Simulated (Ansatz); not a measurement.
Geometry relaxation, with input and output: KNbO3 (part 2 of 2)

The same run, continued: KNbO3 (P4mm, 5 atoms in the cell); DFT r2SCAN, scalar-relativistic, plane waves, PAW, spin-polarised (Ansatz 0.2.0); cutoff 500 eV, 6×6×6 k-mesh, Gaussian smearing of 0.05 eV, collinear spins. The structure derives from an entry of the Crystallography Open Database.

Geometry of the input (Å; fractional positions):
```
3.9564  0.0000  0.0000
0.0000  3.9564  0.0000
0.0000  0.0000  4.1318
K  0.0000  0.0000  0.0112
Nb 0.5000  0.5000  0.4941
O  0.5000  0.5000  0.0524
O  0.5000  0.0000  0.5421
O  0.0000  0.5000  0.5421
```

**What the program printed, continued**
```
relax step   5: F+E_penalty+E_count = -7817.93558769 eV  Δ(F+E_penalty+E_count) = -7.035e-4 eV  max|allowed force component| = 1.344e-2 eV/Å  Δτ_max = 0.0108 Å  P = +0.427 GPa  Ω = 64.675 Å³  energy of the carried Pulay correction = +1.055e-17 eV  fix = [volume]  reactions: volume +0.427 GPa  (9 SCF iters, dr2 threshold 2.54e-7 eV, accepted)
preconditioner: auto → Resta (q_TF=auto, 2.518 Å⁻¹)  ε∞=4.3  [insulator: Δε(μ)=2.006 eV  Ē_g=13.854 eV  σ=0.050 eV  W_gap=1.00  n_scr=18 (ndim 8)  ℏωp=25.3 eV  f_vac=0.015  D(μ)=0.00/eV (n_scr^D=0)  ε∞_Penn≈4.3]
spin=Collinear: Resta preconditioning applied to the charge; magnetization (m = ρ↑ − ρ↓) channel mixes plain (no charge-response kernel on spin).
the starting moments were not kept: the SCF closed with an absolute magnetisation of 2.8e-8 μB, where they sum to 0.05 μB in size (1 site). That is at most 0.1 of that sum. Measured as dr2_m measures the in/out step, that magnetisation stands 2.6e-16 eV from none, at or under the dr2_threshold of 1.1e-8 eV: it is no larger than a step whose dr2_m would equal this threshold.
SCF 6 converged in 8 iterations: F = -7817.935595 eV  dr2 = 3.91e-9
relax step   6: F+E_penalty+E_count = -7817.93559467 eV  Δ(F+E_penalty+E_count) = -6.981e-6 eV  max|allowed force component| = 3.930e-4 eV/Å  Δτ_max = 0.0006 Å  P = +0.447 GPa  Ω = 64.675 Å³  energy of the carried Pulay correction = +3.165e-17 eV  fix = [volume]  reactions: volume +0.447 GPa  (8 SCF iters, dr2 threshold 1.13e-8 eV, accepted)
Basis set: ecut = 500 eV, 1639 PW (Γ), exchange–correlation on 120×120×120 points (64 copies of the dense FFT grid, shifted against one another)
Initial wavefunctions: pseudopotential atomic-orbital guess (no wavefunctions were taken with the density)
iter 1 solved again at ethr=9.81e-8 eV; its pass at ethr=3.10e-3 eV (dr2=3.92e-5 eV) is discarded
SCF iter   1: F=—  HF=-7817.935581 eV  |F-HF|=—  |Δ(HF+E_count)|=         —  Δρ=2.98e-5 (↑2.98e-5 ↓2.98e-5)  dr2=5.58e-7  dr2_τ=8.92e-8  dr2_m=6.97e-15  M=0.000 μB ∫|m|=0.000 μB  β_m=0.30  ethr=9.81e-8  ⟨swp⟩=3.0  Hψ=15062  notcnv=0
preconditioner: auto → Resta (q_TF=auto, 2.518 Å⁻¹)  ε∞=4.3  [insulator: Δε(μ)=2.004 eV  Ē_g=13.853 eV  σ=0.050 eV  W_gap=1.00  n_scr=18 (ndim 8)  ℏωp=25.3 eV  f_vac=0.015  D(μ)=0.00/eV (n_scr^D=0)  ε∞_Penn≈4.3]
spin=Collinear: Resta preconditioning applied to the charge; magnetization (m = ρ↑ − ρ↓) channel mixes plain (no charge-response kernel on spin).
SCF iter   2: F=—  HF=-7817.935585 eV  |F-HF|=—  |Δ(HF+E_count)|=   4.44e-6  Δρ=2.07e-5 (↑2.07e-5 ↓2.07e-5)  dr2=2.34e-7  dr2_τ=1.41e-7  dr2_m=1.28e-15  M=0.000 μB ∫|m|=0.000 μB  β_m=0.30  ethr=1.40e-9  ⟨swp⟩=2.7  Hψ=3446  notcnv=0  κ⁻¹=1.0e0(r=1)
SCF iter   3: F=—  HF=-7817.935586 eV  |F-HF|=—  |Δ(HF+E_count)|=   7.19e-7  Δρ=1.65e-5 (↑1.65e-5 ↓1.65e-5)  dr2=1.20e-7  dr2_τ=8.26e-8  dr2_m=1.36e-15  M=0.000 μB ∫|m|=0.000 μB  β_m=0.30  ethr=5.85e-10  ⟨swp⟩=1.1  Hψ=2090  notcnv=0  κ⁻¹=6.6e-3(r=2)
SCF iter   4: F=—  HF=-7817.935587 eV  |F-HF|=—  |Δ(HF+E_count)|=   1.04e-6  Δρ=8.62e-6 (↑8.62e-6 ↓8.62e-6)  dr2=1.73e-8  dr2_τ=2.42e-8  dr2_m=1.79e-15  M=0.000 μB ∫|m|=0.000 μB  β_m=0.30  ethr=3.00e-10  ⟨swp⟩=2.3  Hψ=2960  notcnv=0  κ⁻¹=3.0e-3(r=3)
SCF iter   5: F=—  HF=-7817.935587 eV  |F-HF|=—  |Δ(HF+E_count)|=   4.45e-7  Δρ=2.17e-6 (↑2.17e-6 ↓2.17e-6)  dr2=5.26e-9  dr2_τ=6.91e-10  dr2_m=3.51e-16  M=0.000 μB ∫|m|=0.000 μB  β_m=0.30  ethr=4.33e-11  ⟨swp⟩=2.0  Hψ=3680  notcnv=0  κ⁻¹=5.9e-4(r=4)
SCF iter   6: F=—  HF=-7817.935587 eV  |F-HF|=—  |Δ(HF+E_count)|=   1.47e-8  Δρ=6.00e-7 (↑6.00e-7 ↓6.00e-7)  dr2=1.14e-9  dr2_τ=2.28e-11  dr2_m=5.95e-17  M=0.000 μB ∫|m|=0.000 μB  β_m=0.30  ethr=1.31e-11  ⟨swp⟩=2.0  Hψ=3225  notcnv=0  κ⁻¹=2.3e-5(r=5)
SCF iter   7: F=—  HF=-7817.935587 eV  |F-HF|=—  |Δ(HF+E_count)|=  6.38e-10  Δρ=5.28e-7 (↑5.28e-7 ↓5.28e-7)  dr2=9.33e-10  dr2_τ=1.87e-11  dr2_m=4.57e-17  M=0.000 μB ∫|m|=0.000 μB  β_m=0.30  ethr=2.85e-12  ⟨swp⟩=1.0  Hψ=2080  notcnv=0  κ⁻¹=2.5e-6(r=6)
SCF iter   8: F=—  HF=-7817.935587 eV  |F-HF|=—  |Δ(HF+E_count)|=   1.31e-9  Δρ=3.46e-7 (↑3.46e-7 ↓3.46e-7)  dr2=4.44e-10  dr2_τ=7.47e-12  dr2_m=9.64e-18  M=0.000 μB ∫|m|=0.000 μB  β_m=0.30  ethr=2.33e-12  ⟨swp⟩=2.5  Hψ=3324  notcnv=0  κ⁻¹=6.3e-7(r=7)
SCF iter   9: F=—  HF=-7817.935587 eV  |F-HF|=—  |Δ(HF+E_count)|=  4.68e-10  Δρ=1.39e-7 (↑1.39e-7 ↓1.39e-7)  dr2=6.93e-11  dr2_τ=7.62e-13  dr2_m=1.98e-18  M=0.000 μB ∫|m|=0.000 μB  β_m=0.30  ethr=1.11e-12  ⟨swp⟩=2.0  Hψ=3602  notcnv=0  κ⁻¹=2.9e-7(r=8)
SCF iter  10: F=-7817.935587 eV  HF=-7817.935587 eV  |F-HF|=4.55e-12  |Δ(HF+E_count)|=  3.64e-12  Δρ=4.06e-8 (↑4.06e-8 ↓4.06e-8)  dr2=4.38e-12  dr2_τ=1.39e-13  dr2_m=9.74e-19  M=0.000 μB ∫|m|=0.000 μB  ethr=1.00e-12  ⟨swp⟩=2.2  Hψ=6132  notcnv=0
the starting moments were not kept: the SCF closed with an absolute magnetisation of 8.0e-10 μB, where they sum to 0.05 μB in size (1 site). That is at most 0.1 of that sum. Measured as dr2_m measures the in/out step, that magnetisation stands 1.4e-19 eV from none, at or under the dr2_threshold of 2.0e-10 eV: it is no larger than a step whose dr2_m would equal this threshold.
SCF 7 converged in 10 iterations: F = -7817.935587 eV  dr2 = 4.38e-12
relax step   7: F+E_penalty+E_count = -7817.93558721 eV  Δ(F+E_penalty+E_count) = +7.466e-6 eV  max|allowed force component| = 4.019e-4 eV/Å  Δτ_max = 0.0000 Å  P = +0.446 GPa  Ω = 64.675 Å³  fix = [volume]  reactions: volume +0.446 GPa  stress off target by 8.02e-3 GPa on what of the cell is left free  SCF on the basis re-selected at this cell (its energy is not comparable with the rows above)  (10 SCF iters)
```

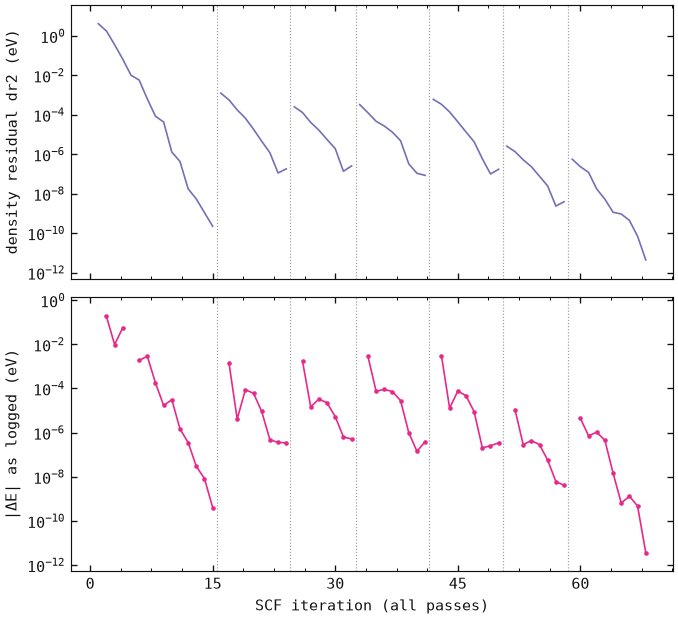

Figure 1. Convergence of the self-consistent field: density residual dr2 and size of the energy change against the SCF iteration. The dotted lines part the SCF passes of the relaxation: geometry steps, rejected trials and re-solves on a re-selected basis. The 7 passes take 8 to 15 iterations each, 68 in all.

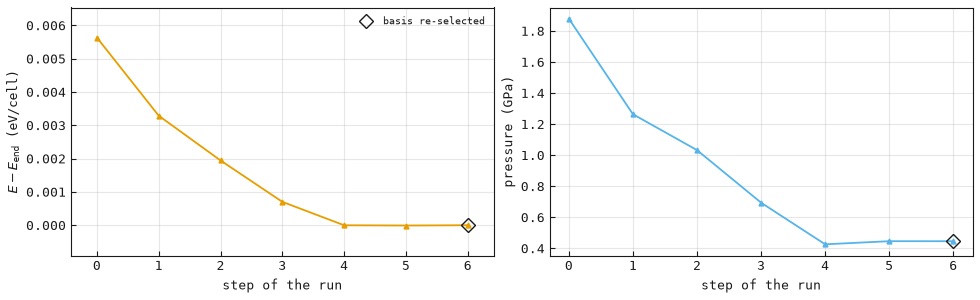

Figure 2. Progress of the relaxation, step by step (the first geometry is step 0 here and step 1 in the log).

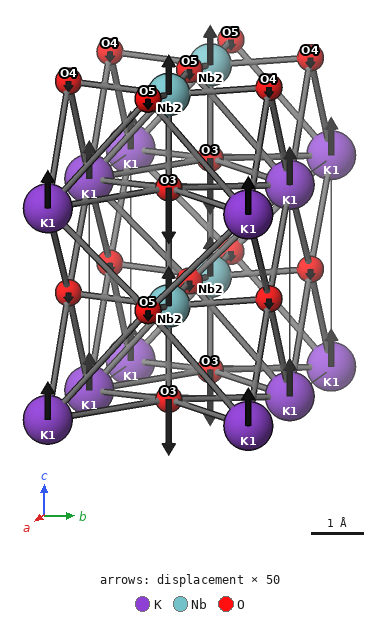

Figure 3. The starting structure with the displacements (without the part carried along by the change of the cell) as black arrows, magnified 50 times (ball-and-stick view of the cell of the calculation, repeated 2 × 1 × 2, seen slightly off an axis). O3 moves most relative to the cell: 0.022 Å. By element the largest moves are O 0.022 Å, Nb 0.016 Å, K 0.015 Å. The drawn cell changes at constant volume: a = b 3.956 → 3.973 Å (+0.4 %), c 4.132 → 4.097 Å (−0.8 %). Among the contacts that change: Nb2–O3 2.307 → 2.250 Å, K1–O4 2.954 → 2.931 Å, K1–O3 2.803 → 2.813 Å, Nb2–O4 1.988 → 1.994 Å. The space group stays P4mm (No. 99). The energy falls by 5.6 meV per cell of the calculation in 5 geometry steps. Largest force component: 0.34 eV/Å at the start, 0.0004 eV/Å at the end. Pressure: 1.88 GPa at the start and 0.45 GPa at the end. A last SCF at the same geometry on a re-selected plane-wave basis shifts the energy by +0.0 meV per cell of the calculation. (Atoms are counted from 1 in the order of the input.)

```
basis re-selected at this cell: Δ(F+E_penalty+E_count) = +7.466e-6 eV, ΔP = -0.000 GPa vs the last step (what re-selecting the basis moved, of the pressure what is left beyond the Pulay correction that the steps carried, after the strain that the cell walked since its last selection, with what the two solves' SCF thresholds leave and, on support functions, any second-order correction that the steps lacked; it is no measure of the basis error at this ecutwfc). The dense FFT grid was sized anew with the basis: this SCF ran on 30×30×30 points, the steps before it on 30×30×32, so part of this shift can come from that change (see relax.cell in the input reference). This SCF's stress stands 8.02e-3 GPa from its target on what of the cell is left free (relax.cell.stress_tol is 1.00e-1 GPa) and its largest allowed force component is 4.02e-4 eV/Å (relax.f_tol is 1.00e-2 eV/Å): within both
SCF converged after 10 iterations
Stability not checked: this state was not tested for a lower state beside it, because the mixer in use, unlike msr1, does not test its closes by its own steps (another_mixer; see scf.mixing.algorithm and scf.lower_state_search)
Magnetization: 0.0000 μB (20.0000 up, 20.0000 down)
Absolute magnetization: 0.0000 μB (∫|ρ↑−ρ↓|, with the PAW one-centre terms)
Spin contamination: 0.0000 ħ² per cell (⟨S²⟩ above its minimum at these occupations)
Per-site moments (μB) at R_I (Å): [(4.274397010164978e-12, 1.1458194568933509), (9.597753568699488e-11, 0.7620431210137835), (-9.181961163721161e-11, 0.7620431210137835), (-1.0764887059315243e-10, 0.8227073139594568), (-1.0764884769723523e-10, 0.8227073139594568)]
Free energy (F): -7817.935587 eV
Harris-Foulkes:  -7817.935587 eV  (|F-HF|=4.55e-12)
Internal energy: -7817.935587 eV  (E = F + TS)
E sigma→0 (E₀):  -7817.935587 eV
Fermi energy:    9.015291 eV
--- Per-component energies (eV) ---
  E_band       = -260.937443
  E_kinetic    = 1177.789804
  E_local      = -2400.976322  (includes V_loc(G=0)·N_el)
  E_nonlocal   = 267.927519
  E_hartree    = 815.987126
  E_xc         = -526.034293
  E_vxc        = -742.616112  (∫ρ·V_xc dr)
  E_paw        = -4355.862142  (= ΣΔE_a)
  E_vpaw       = -241.197448  (= ΣTr[D̂ρ^β])
  E_aug_tail   = 0.003069  (compensation charges beyond the density's cutoff)
  E_vtau       = 46.157816  (kinetic-family band-sum trace: ∫τ·v_τ [+ j·A + Jᵃ·Aᵃ] dr)
  E_ewald      = -2796.285909
  E_core_change = -0.484439  (= ΣΔE_core)
  E_smearing   = -0.000000  (= −TS)
  E_closure    = 0.000000  (closes the sum)
  Σ components = -7817.935587   (vs F -7817.935587, Δ=0.00e0)
--- Forces (eV/Å), atoms counted from 1 ---
  atom   1  K      0.00000000     0.00000000    -0.00028142
  atom   2  Nb    -0.00000000     0.00000000    -0.00033536
  atom   3  O     -0.00000000     0.00000000     0.00043725
  atom   4  O     -0.00000000     0.00000000     0.00017825
  atom   5  O      0.00000000    -0.00000000     0.00017825
  max |Σ_I F_I| component: 1.77e-4 eV/Å
--- Stress (GPa, compression-positive) ---
        0.450441      -0.000000       0.000000
       -0.000000       0.450441       0.000000
        0.000000       0.000000       0.438406
  P = ⅓ Tr σ = 0.4464 GPa (4.464 kbar)
--- Band table (eV; the first three rows and the last of 80) ---
  k-point 0 ↑: bands = ["-48.5847", "-24.0532", "-23.9017", "-23.9017", "-20.5017", "-10.2127", "-9.8175", "-9.7584", "-3.2896", "-3.2722", "-3.2722", "5.6145", "5.6827", "5.6827", "6.3020", "6.3020", "6.7309", "6.8101", "7.1089", "7.1089", "10.0181", "10.7630", "10.7630", "13.9922", "14.0349", "15.3105"]
  k-point 1 ↑: bands = ["-48.5843", "-24.0827", "-23.9008", "-23.9008", "-20.4958", "-10.1826", "-9.8134", "-9.6079", "-3.2655", "-3.2655", "-3.2542", "4.8889", "5.5254", "5.5254", "6.1629", "6.1629", "6.4659", "6.6312", "7.1329", "7.1329", "10.0415", "11.2313", "11.2313", "13.9980", "14.9497", "15.8193"]
  k-point 2 ↑: bands = ["-48.5835", "-24.1406", "-23.8989", "-23.8989", "-20.4841", "-10.1859", "-9.8051", "-9.2119", "-3.2520", "-3.2520", "-3.1823", "3.4926", "5.2050", "5.2050", "6.0016", "6.0016", "6.0709", "6.4422", "7.1441", "7.1441", "10.0892", "12.1521", "12.1521", "14.0078", "16.1767", "17.0836"]
  k-point 39 ↓: bands = ["-48.5778", "-24.1534", "-24.0548", "-24.0548", "-20.4515", "-8.9695", "-8.7967", "-8.7967", "-3.5205", "-3.5205", "-3.4842", "2.5018", "2.7105", "3.4789", "3.9609", "4.0680", "4.0680", "7.7523", "7.7523", "8.0124", "13.6496", "13.6496", "13.7615", "17.2644", "17.5691", "17.5691"]
--- Relaxed structure (6 steps of the walk, 6 accepted, 1 SCFs on fresh bases) ---
  F+E_penalty+E_count = -7817.93558721 eV   max|allowed force component| = 4.019e-4 eV/Å   (the final SCF, on the basis selected at the relaxed cell)
  cell:  # Å, volume = 64.6754 Å³
    - [3.9732091901109996, 0.0, 4.2521380030422455e-32]
    - [0.0, 3.9732091901109996, 0.0]
    - [4.4406936107674345e-32, 0.0, 4.096909096814963]
  atoms:
    - { symbol: K, position: [-1.0526840059101313e-33, 0.0, 0.014937075571762503] }
    - { symbol: Nb, position: [0.5, 0.5, 0.4979382050209936] }
    - { symbol: O, position: [0.5, 0.5, 0.04701844590309827] }
    - { symbol: O, position: [0.5, 0.0, 0.5410531367520729] }
    - { symbol: O, position: [3.164136896377262e-34, 0.5, 0.5410531367520729] }
--- Löwdin populations: 5 sites ---
  site symbol       q [e]    m [muB]
     0      K      8.1857     0.0000
     1     Nb     11.4141     0.0000
     2      O      6.7051    -0.0000
     3      O      6.7442    -0.0000
     4      O      6.7442    -0.0000
  spilling = 0.005164 (of n_electrons = 40.000000)
```

**Trajectory as extended XYZ (Å, eV, eV/Å), 7 frames, from step=1 to step=7**
```
5
Lattice="3.9564 0.0000 0.0000 0.0000 3.9564 0.0000 0.0000 0.0000 4.1318" Properties=species:S:1:pos:R:3:forces:R:3 step=1 energy=-7817.92995 pressure_GPa=1.88
K     0.0000    0.0000    0.0464    0.0000   0.0000   0.0193
Nb    1.9782    1.9782    2.0415    0.0000   0.0000   0.2209
O     1.9782    1.9782    0.2167    0.0000   0.0000  -0.3351
O     1.9782    0.0000    2.2399    0.0000   0.0000   0.0475
O     0.0000    1.9782    2.2399    0.0000   0.0000   0.0475
5
Lattice="3.9612 0.0000 0.0000 0.0000 3.9612 0.0000 0.0000 0.0000 4.1217" Properties=species:S:1:pos:R:3:forces:R:3 step=2 energy=-7817.93230 pressure_GPa=1.26
K     0.0000    0.0000    0.0590    0.0000   0.0000  -0.0433
Nb    1.9806    1.9806    2.0321    0.0000   0.0000   0.2622
O     1.9806    1.9806    0.2015    0.0000   0.0000  -0.1364
O     1.9806    0.0000    2.2376    0.0000   0.0000  -0.0411
O     0.0000    1.9806    2.2376    0.0000   0.0000  -0.0411
5
Lattice="3.9638 0.0000 0.0000 0.0000 3.9638 0.0000 0.0000 0.0000 4.1164" Properties=species:S:1:pos:R:3:forces:R:3 step=3 energy=-7817.93364 pressure_GPa=1.03
K     0.0000    0.0000    0.0523    0.0000   0.0000  -0.0008
Nb    1.9819    1.9819    2.0348    0.0000   0.0000   0.1742
O     1.9819    1.9819    0.1998    0.0000   0.0000  -0.0741
O     1.9819    0.0000    2.2361    0.0000   0.0000  -0.0496
O     0.0000    1.9819    2.2361    0.0000   0.0000  -0.0496
5
Lattice="3.9687 0.0000 0.0000 0.0000 3.9687 0.0000 0.0000 0.0000 4.1063" Properties=species:S:1:pos:R:3:forces:R:3 step=4 energy=-7817.93488 pressure_GPa=0.69
K     0.0000    0.0000    0.0500    0.0000   0.0000   0.0312
Nb    1.9843    1.9843    2.0382    0.0000   0.0000   0.0638
O     1.9843    1.9843    0.1965    0.0000   0.0000  -0.0113
O     1.9843    0.0000    2.2290    0.0000   0.0000  -0.0418
O     0.0000    1.9843    2.2290    0.0000   0.0000  -0.0418
5
Lattice="3.9731 0.0000 0.0000 0.0000 3.9731 0.0000 0.0000 0.0000 4.0972" Properties=species:S:1:pos:R:3:forces:R:3 step=5 energy=-7817.93559 pressure_GPa=0.43
K     0.0000    0.0000    0.0606    0.0000   0.0000   0.0030
Nb    1.9865    1.9865    2.0406    0.0000   0.0000  -0.0134
O     1.9865    1.9865    0.1924    0.0000   0.0000   0.0130
O     1.9865    0.0000    2.2170    0.0000   0.0000  -0.0012
O     0.0000    1.9865    2.2170    0.0000   0.0000  -0.0012
5
Lattice="3.9732 0.0000 0.0000 0.0000 3.9732 0.0000 0.0000 0.0000 4.0969" Properties=species:S:1:pos:R:3:forces:R:3 step=6 energy=-7817.93559 pressure_GPa=0.45
K     0.0000    0.0000    0.0612    0.0000   0.0000  -0.0003
Nb    1.9866    1.9866    2.0400    0.0000   0.0000  -0.0003
O     1.9866    1.9866    0.1926    0.0000   0.0000   0.0004
O     1.9866    0.0000    2.2166    0.0000   0.0000   0.0001
O     0.0000    1.9866    2.2166    0.0000   0.0000   0.0001
5
Lattice="3.9732 0.0000 0.0000 0.0000 3.9732 0.0000 0.0000 0.0000 4.0969" Properties=species:S:1:pos:R:3:forces:R:3 step=7 energy=-7817.93559 pressure_GPa=0.45
K     0.0000    0.0000    0.0612    0.0000   0.0000  -0.0003
Nb    1.9866    1.9866    2.0400    0.0000   0.0000  -0.0003
O     1.9866    1.9866    0.1926    0.0000   0.0000   0.0004
O     1.9866    0.0000    2.2166    0.0000   0.0000   0.0002
O     0.0000    1.9866    2.2166    0.0000   0.0000   0.0002
```

**Results in brief**

```csv
quantity,value
outcome,converged
space group (tolerance 0.01 Å),P4mm (99)
electrons treated,40
free energy,−7817.9356 eV
Fermi energy,9.015 eV
gap on the k-point mesh,2.01 eV
net moment of the cell,0.00 μB
integrated absolute moment,0.00 μB
pressure,0.45 GPa
final volume,64.68 Å³
largest force (length of the vector) at the end,under 0.001 eV/Å
final cell,"a = 3.973 Å, b = 3.973 Å, c = 4.097 Å, α = 90.00°, β = 90.00°, γ = 90.00°"
wall time,2.3 min (CPU time 7.1 min)
peak memory,0.61 GiB
```

Warnings of the run: some starting moments were not kept.
